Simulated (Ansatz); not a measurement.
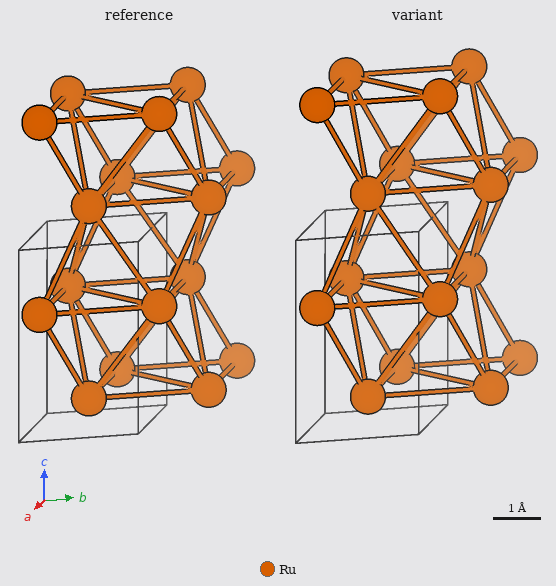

Left: a symmetric starting cell of Ru. Right: the same structure after one change, at the same scale. Style: ball-and-stick. Shown: the cell of the calculation, repeated 2 × 2 × 2 with one cell outlined, slightly off an axis.

The calculation used Ansatz, DFT PBE, scalar-relativistic, plane waves, PAW. Set-up: plane-wave cutoff 420 eV; k-point mesh 18 × 18 × 10; occupations gaussian; smearing width 0.1 eV; no spin polarisation.

**What distinguishes the right structure from the left one?**

The cell is strained by +5.5 % along c and +2.5 % across it (volume +10.9 %), the atoms keeping their fractional coordinates. No relaxation follows. The starting cell wasn't computed here and needn't be at equilibrium, so pressure and forces aren't due to the change alone.

**How do the computed properties respond?**

The pressure is −22.5 GPa (not all of it need come from the change, since the unchanged cell can be under pressure at this level too). The principal stresses (compression positive) are −29.9 GPa along c and −18.8 GPa across it. All forces vanish by symmetry. Among the bonded contacts that change: Ru–Ru 2.650 → 2.770 Å, Ru–Ru 2.706 → 2.774 Å. The space group stays P6_3/mmc (No. 194).
